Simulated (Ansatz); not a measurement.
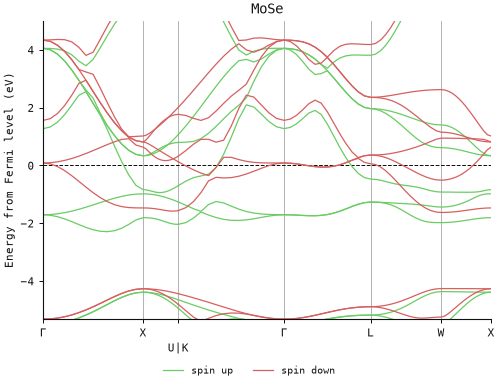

Band structure. Energies are counted from the Fermi level.

### Which Bravais lattice do the labels of the path belong to?

A face-centred cubic lattice: the path Γ–X–U|K–Γ–L–W–X runs through the special points of its Brillouin zone.

System: MoSe, space group F-43m (No. 216), 2 atoms in the cell, zincblende type; a = 4.00 Å, b = 4.00 Å, c = 4.00 Å, α = 60.00°, β = 60.00°, γ = 60.00°.

Ansatz; DFT r2SCAN, scalar-relativistic, plane waves, PAW, spin-polarised, 10×10×10 k mesh, 500 eV cutoff, Gaussian smearing of 0.05 eV.

### Does this material conduct, going by its bands?

A metal: 1 spin-up and 2 spin-down bands cross the Fermi level along this path.

### On which lines of the path do bands cross the Fermi level?

Bands cross the Fermi level on Γ–X, K–Γ, Γ–L, L–W and W–X, and not on X–U.

### Which levels at X lie nearest to the Fermi level?

At X the nearest levels lie 0.84 eV below and 0.33 eV above the Fermi level.

The structure was built from a prototype or by substitution, so it need not be a known phase.
